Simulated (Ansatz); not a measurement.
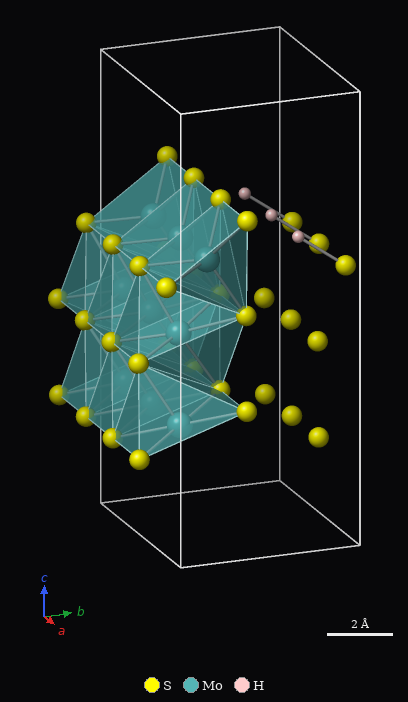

Figure 1. The structure as given in the input (polyhedral view of the 3 × 1 repeat of the cell, with the vacuum cut short, seen slightly off an axis; polyhedra are completed across the faces of the cell). An atom can appear more than once, as a periodic image.

## What a change does: geometry relaxation on Mo3HS6

System: Mo3HS6 (slab, 10 atoms in the cell).
Method of the first run: DFT PBEsol, scalar-relativistic, plane waves, PAW, no spin polarisation (Ansatz 0.2.0).

The structure derives from an entry of the Crystallography Open Database. The input holds or restrains some coordinates. Forces given for the steps count only the free coordinates. Text and figures count atoms from 1; the logs count them from 0 in places.

**The input, the first run**
```yaml
crystal:
  lattice:
    - [3.1204068985, 0.0, 0.0]
    - [-1.5602034492, 6.1523257957, 0.0]
    - [0.0, 0.0, 25.6597815141]
  atoms:
    - { symbol: S, position: [0.8927216587, 0.7854433174, 0.3312576919] }
    - { symbol: Mo, position: [0.532155393, 0.0643107859, 0.3568487551] }
    - { symbol: S, position: [0.1715891272, 0.3431782543, 0.3824398182] }
    - { symbol: S, position: [0.4248770516, 0.8497541032, 0.4354374436] }
    - { symbol: Mo, position: [0.0634283179, 0.1268429315, 0.4560351157] }
    - { symbol: S, position: [0.7047428115, 0.4094654124, 0.4861970894] }
    - { symbol: S, position: [0.9628665561, 0.9257405526, 0.5411345583] }
    - { symbol: Mo, position: [0.6028601598, 0.205722103, 0.5588565878] }
    - { symbol: S, position: [0.1730160878, 0.3460381128, 0.6172031673] }
    - { symbol: H, position: [0.8396827545, 0.6793714461, 0.5797905338] }
basis:
  ecutwfc: 420
kpoints:
  mp_grid: { grid: [10, 5, 1] }
hamiltonian:
  xc: pbesol
scf:
  occupations: { method: gaussian, width: 0.1 }
output:
  forces: true
  eigenvalues: true
relax:
  adjacent_minimum: "off"
  f_tol: 0.02
  max_steps: 25
  constraints: [{ sites: [0, 1, 2, 3, 4, 5, 6, 7, 8] }, { site: 9, fix: xy }]
efield:
  axis: 3
  dipole_correction: true
  ramp_width: 0.04
```

Command:
```bash
ansatz run input.yaml --threads 4 --pin off --max-ram 10240MiB --backend cpu --events-out ev --progress --plain --runs-dir out
```

Hardware: 4 threads of Intel Xeon @ 2.50GHz (Skylake/Cascade Lake), 32 GiB of memory available, shared host.

**Output, shortened to warnings, some set-up lines, iterations and results (the first run)**
```
Warning: the atoms were moved onto the symmetric positions of the space group found under crystal.symmetry.tolerance 1.0e-5 (fractional; no operation is sought that the atoms, as they stand in a round, miss by more than twice it, and no atom is moved by as much as it), and the run uses the moved positions. Before a round's move an operation carried an atom to 5.91e-5 Å from where it should land, …
Warning: crystal.symmetry: narrowed to the stabiliser of the k-point mesh — unitary ops 2 → 1; excluded 1 operation that carries a point of the 10×5×1 mesh (shift [0, 0, 0]) off the mesh (the run samples exactly the mesh kpoints.mp_grid names, as under crystal.symmetry.detect: false, and its converged state has the mesh's symmetry, not the crystal's; ε∞, the Born charges and the force constants …
Basis set: ecut = 420 eV, 9633 PW (Γ), exchange–correlation on 48×90×360 points (8 copies of the dense FFT grid, shifted against one another)
Symmetry: 1 space group operations
k-points: 26 of 50 (time reversal used)
Initial density: superposition of atomic densities (neutral atoms: chi_scale 0, normalization atom), corrected by the library's trained network
[...]
SCF iter   1: F=—  HF=-20020.508948 eV  |F-HF|=—  |Δ(HF+E_count)|=         —  Δρ=6.55e-3  dr2=9.07e-1  ethr=1.77e-3  p=-0.035 e·Å  D=-1.29e-2 V/Å  ΔV_dip=0.33 eV  …
SCF iter   2: F=—  HF=-20020.615634 eV  |F-HF|=—  |Δ(HF+E_count)|=   1.07e-1  Δρ=1.08e-2  dr2=3.75e0  ethr=1.15e-3  p=-0.056 e·Å  D=-2.07e-2 V/Å  ΔV_dip=0.53 eV  …
SCF iter   3: F=—  HF=-20020.462039 eV  |F-HF|=—  |Δ(HF+E_count)|=   1.54e-1  Δρ=2.99e-3  dr2=2.19e-1  ethr=1.15e-3  p=-0.035 e·Å  D=-1.29e-2 V/Å  ΔV_dip=0.33 eV  …
SCF iter   4: F=—  HF=-20020.454499 eV  |F-HF|=—  |Δ(HF+E_count)|=   7.54e-3  Δρ=5.62e-4  dr2=6.81e-3  ethr=2.77e-4  p=-0.036 e·Å  D=-1.32e-2 V/Å  ΔV_dip=0.34 eV  …
SCF iter   5: F=—  HF=-20020.453536 eV  |F-HF|=—  |Δ(HF+E_count)|=   9.63e-4  Δρ=2.03e-4  dr2=5.06e-4  ethr=8.62e-6  p=-0.037 e·Å  D=-1.37e-2 V/Å  ΔV_dip=0.35 eV  …
[... 78 lines ...]
SCF iter   6: F=—  HF=-20020.983028 eV  |F-HF|=—  |Δ(HF+E_count)|=   2.01e-7  Δρ=9.74e-6  dr2=6.82e-7  ethr=3.33e-9  p=-0.045 e·Å  D=-1.64e-2 V/Å  ΔV_dip=0.42 eV  …
SCF iter   7: F=—  HF=-20020.983028 eV  |F-HF|=—  |Δ(HF+E_count)|=   2.36e-7  Δρ=4.43e-6  dr2=1.79e-7  ethr=8.64e-10  p=-0.045 e·Å  D=-1.64e-2 V/Å  ΔV_dip=0.42 eV  …
SCF iter   8: F=-20020.983028 eV  HF=-20020.983028 eV  |F-HF|=1.41e-8  |Δ(HF+E_count)|=   3.77e-8  Δρ=1.38e-6  dr2=2.30e-8  ethr=1.27e-10  p=-0.045 e·Å  D=-1.64e-2 V/Å  …
SCF 11 converged in 8 iterations: F = -20020.983028 eV  dr2 = 2.30e-8
relax step  11: F+E_penalty+E_count = -20020.98302834 eV  Δ(F+E_penalty+E_count) = -2.232e-4 eV  max|allowed force component| = 4.934e-3 eV/Å  Δτ_max = 0.0450 Å  (8 SCF …
SCF converged after 8 iterations
Free energy (F): -20020.983028 eV
Harris-Foulkes:  -20020.983028 eV  (|F-HF|=1.41e-8)
Internal energy: -20020.945916 eV  (E = F + TS)
E sigma→0 (E₀):  -20020.964472 eV
Entropy (-TS):   -0.037112 eV (-3.711 meV/atom)
Fermi energy:    0.232678 eV
Dipole field:    D = -0.016475 V/Å  (p = -0.044851 e·Å, saw-weighted, corrected)
Work function:   Φ+ = 5.3387 eV   Φ− = 4.9159 eV
Levels:          The Fermi level and band energies are counted from a zero that moves with the ramp; work functions are not
--- Per-component energies (eV) ---
  E_band       = -1309.500064
  E_kinetic    = 1978.445429
  E_local      = -65280.353304  (includes V_loc(G=0)·N_el)
  E_nonlocal   = 608.317953
  E_hartree    = 31534.732589
  E_xc         = -1131.141427
  E_vxc        = -1218.934862  (∫ρ·V_xc dr)
  E_paw        = -12937.101055  (= ΣΔE_a)
  E_vpaw       = -466.036622  (= ΣTr[D̂ρ^β])
  E_aug_tail   = -0.000792  (compensation charges beyond the density's cutoff)
  E_efield     = 0.000369  (sawtooth field / dipole correction)
  E_vefield    = -0.412646  (∫n·V_field dr)
  E_ewald      = 25205.154727
  E_core_change = 0.999594  (= ΣΔE_core)
  E_smearing   = -0.037112  (= −TS)
  E_closure    = -0.000000  (closes the sum)
  Σ components = -20020.983028   (vs F -20020.983028, Δ=0.00e0)
--- Forces (eV/Å), atoms counted from 1 ---
  atom   1  S     -0.00012877     1.62667827    -0.56876057
  atom   2  Mo    -0.00126782    -2.84978992     2.77446237
  atom   3  S      0.00076649     0.82643277    -1.46339771
  atom   4  S     -0.00017037     0.35365743    -1.30389568
  atom   5  Mo     0.00227900    -0.06638700     0.53254752
  atom   6  S     -0.00145290     1.00444145     0.12718405
  atom   7  S     -0.00076838    -0.56362025    -0.15354651
  atom   8  Mo     0.00162611    -0.70428562     0.15033825
  atom   9  S     -0.00151469     0.01237951    -0.08995712
  atom  10  H      0.00063199     0.36045915    -0.00493447
  max |Σ_I F_I| component: 4.01e-5 eV/Å
--- Relaxed structure (11 steps of the walk, 11 accepted, 0 SCFs on fresh bases) ---
  F+E_penalty+E_count = -20020.98302834 eV   max|allowed force component| = 4.934e-3 eV/Å
  atoms:
    - { symbol: S, position: [0.8927222995499999, 0.7854433173999998, 0.3312576919] }
    - { symbol: Mo, position: [0.5321560338, 0.06431078589999999, 0.3568487551] }
    - { symbol: S, position: [0.171589768, 0.3431782543, 0.38243981819999995] }
    - { symbol: S, position: [0.42487769245, 0.8497541031999999, 0.4354374435999999] }
    - { symbol: Mo, position: [0.0634221066, 0.1268429315, 0.45603511569999994] }
    - { symbol: S, position: [0.70473334705, 0.4094654123999999, 0.48619708939999995] }
[...]
```

The input of the second run differs as follows (lines with − go, lines with + come):
```diff
+  symmetry: { detect: false }
-  mp_grid: { grid: [10, 5, 1] }
+  mp_grid: { grid: [10, 5, 1], shift: [0.5, 0.5, 0.0] }
```

What does this change do to the results?

The free energy of the second run is 0.05 meV per atom lower, which measures how much it depends on this numerical setting. The SCF takes 62 iterations over all geometry steps against 66. The irreducible k-points go from 26 to 25.

**Output, shortened to warnings, some set-up lines, iterations and results (the second run)**
```
Basis set: ecut = 420 eV, 9633 PW (Γ), exchange–correlation on 48×90×360 points (8 copies of the dense FFT grid, shifted against one another)
Symmetry: 1 space group operations
k-points: 25 of 50 (time reversal used)
Initial density: superposition of atomic densities (neutral atoms: chi_scale 0, normalization atom), corrected by the library's trained network
[...]
SCF iter   1: F=—  HF=-20020.498347 eV  |F-HF|=—  |Δ(HF+E_count)|=         —  Δρ=6.55e-3  dr2=1.03e0  ethr=1.77e-3  p=-0.035 e·Å  D=-1.29e-2 V/Å  ΔV_dip=0.33 eV  …
SCF iter   2: F=—  HF=-20020.517174 eV  |F-HF|=—  |Δ(HF+E_count)|=   1.88e-2  Δρ=6.68e-3  dr2=1.79e0  ethr=1.30e-3  p=-0.060 e·Å  D=-2.19e-2 V/Å  ΔV_dip=0.56 eV  …
SCF iter   3: F=—  HF=-20020.437797 eV  |F-HF|=—  |Δ(HF+E_count)|=   7.94e-2  Δρ=1.08e-3  dr2=4.00e-2  ethr=1.30e-3  p=-0.036 e·Å  D=-1.31e-2 V/Å  ΔV_dip=0.33 eV  …
SCF iter   4: F=—  HF=-20020.438320 eV  |F-HF|=—  |Δ(HF+E_count)|=   5.23e-4  Δρ=4.01e-4  dr2=3.57e-3  ethr=5.06e-5  p=-0.037 e·Å  D=-1.36e-2 V/Å  ΔV_dip=0.35 eV  …
SCF iter   5: F=—  HF=-20020.437841 eV  |F-HF|=—  |Δ(HF+E_count)|=   4.79e-4  Δρ=1.27e-4  dr2=2.29e-4  ethr=4.52e-6  p=-0.038 e·Å  D=-1.41e-2 V/Å  ΔV_dip=0.36 eV  …
[... 74 lines ...]
SCF iter   5: F=—  HF=-20020.983516 eV  |F-HF|=—  |Δ(HF+E_count)|=   6.48e-7  Δρ=1.29e-5  dr2=1.32e-6  ethr=9.00e-9  p=-0.044 e·Å  D=-1.63e-2 V/Å  ΔV_dip=0.42 eV  …
SCF iter   6: F=—  HF=-20020.983516 eV  |F-HF|=—  |Δ(HF+E_count)|=   2.61e-7  Δρ=6.25e-6  dr2=2.81e-7  ethr=1.67e-9  p=-0.044 e·Å  D=-1.63e-2 V/Å  ΔV_dip=0.42 eV  …
SCF iter   7: F=-20020.983516 eV  HF=-20020.983516 eV  |F-HF|=1.37e-9  |Δ(HF+E_count)|=   1.27e-7  Δρ=2.61e-6  dr2=6.20e-8  ethr=1.27e-10  p=-0.044 e·Å  D=-1.63e-2 V/Å  …
SCF 11 converged in 7 iterations: F = -20020.983516 eV  dr2 = 6.20e-8
relax step  11: F+E_penalty+E_count = -20020.98351595 eV  Δ(F+E_penalty+E_count) = -2.515e-4 eV  max|allowed force component| = 3.002e-3 eV/Å  Δτ_max = 0.0416 Å  (7 SCF …
SCF converged after 7 iterations
Free energy (F): -20020.983516 eV
Harris-Foulkes:  -20020.983516 eV  (|F-HF|=1.37e-9)
Internal energy: -20020.947947 eV  (E = F + TS)
E sigma→0 (E₀):  -20020.965731 eV
Entropy (-TS):   -0.035569 eV (-3.557 meV/atom)
Fermi energy:    0.227429 eV
Dipole field:    D = -0.016325 V/Å  (p = -0.044442 e·Å, saw-weighted, corrected)
Work function:   Φ+ = 5.3418 eV   Φ− = 4.9229 eV
Levels:          The Fermi level and band energies are counted from a zero that moves with the ramp; work functions are not
--- Per-component energies (eV) ---
  E_band       = -1309.487050
  E_kinetic    = 1978.402120
  E_local      = -65280.195182  (includes V_loc(G=0)·N_el)
  E_nonlocal   = 608.323064
  E_hartree    = 31534.671485
  E_xc         = -1131.129987
  E_vxc        = -1218.920169  (∫ρ·V_xc dr)
  E_paw        = -12937.100656  (= ΣΔE_a)
  E_vpaw       = -466.036932  (= ΣTr[D̂ρ^β])
  E_aug_tail   = -0.000791  (compensation charges beyond the density's cutoff)
  E_efield     = 0.000363  (sawtooth field / dipole correction)
  E_vefield    = -0.408879  (∫n·V_field dr)
  E_ewald      = 25205.082044
  E_core_change = 0.999594  (= ΣΔE_core)
  E_smearing   = -0.035569  (= −TS)
  E_closure    = 0.000000  (closes the sum)
  Σ components = -20020.983516   (vs F -20020.983516, Δ=0.00e0)
--- Forces (eV/Å), atoms counted from 1 ---
  atom   1  S      0.00028939     1.61392974    -0.56961347
  atom   2  Mo    -0.00032741    -2.85006997     2.75218547
  atom   3  S     -0.00006829     0.83709005    -1.43174577
  atom   4  S      0.00051533     0.35433266    -1.30251643
  atom   5  Mo    -0.00046517    -0.08008371     0.53216919
  atom   6  S     -0.00002282     1.02809509     0.10703570
  atom   7  S      0.00074995    -0.54693413    -0.13174766
  atom   8  Mo     0.00016410    -0.69443428     0.14146599
  atom   9  S     -0.00045563    -0.00775618    -0.09421478
  atom  10  H     -0.00037939     0.34585197    -0.00300174
  max |Σ_I F_I| component: 2.12e-5 eV/Å
--- Relaxed structure (11 steps of the walk, 11 accepted, 0 SCFs on fresh bases) ---
  F+E_penalty+E_count = -20020.98351595 eV   max|allowed force component| = 3.002e-3 eV/Å
  atoms:
    - { symbol: S, position: [0.8927216587, 0.7854433174, 0.3312576919] }
    - { symbol: Mo, position: [0.532155393, 0.0643107859, 0.3568487551] }
    - { symbol: S, position: [0.17158912720000002, 0.3431782543, 0.38243981819999995] }
    - { symbol: S, position: [0.4248770516, 0.8497541031999999, 0.4354374435999999] }
    - { symbol: Mo, position: [0.0634283179, 0.12684293149999998, 0.45603511569999994] }
    - { symbol: S, position: [0.7047428114999998, 0.40946541239999995, 0.48619708939999995] }
[...]
```

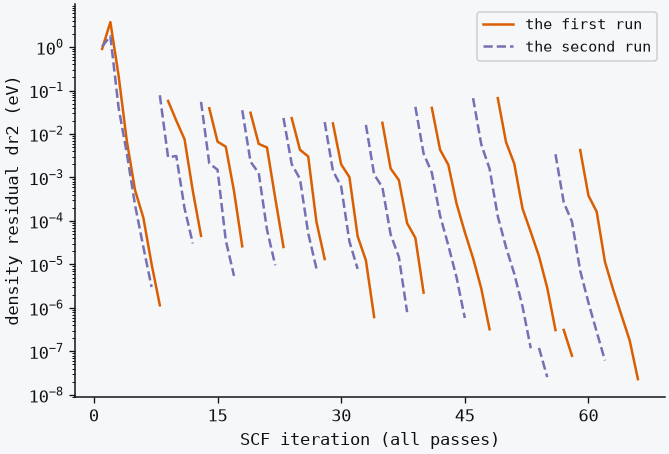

Figure 2. Convergence of the two runs: density residual dr2 against the SCF iteration. A break in a curve parts two SCF passes. The first run takes 66 iterations in all, and the second run takes 62.

**The two runs side by side**

| quantity | the first run | the second run |
| --- | --- | --- |
| outcome | converged | converged |
| free energy per atom (eV) | −2002.0983 | −2002.0984 |
| energy per atom, smearing taken to zero (eV) | −2002.0964 | −2002.0966 |
| gap on the mesh (eV) | 0.00 | 0.00 |
| work function (eV) | 5.34 | – |
| largest force (eV/Å) | 3.977 | 3.962 |
| SCF iterations | 66 | 62 |
| irreducible k-points | 26 | 25 |
| wall time (shared host) | 2.4 min | 2.4 min |

For both runs: The cell holds an odd number of electrons but the run has no spin polarisation, so a band is left half filled. For the first run: Warnings: the structure was made exactly symmetric; the k-point mesh lowers the symmetry that the run can use.
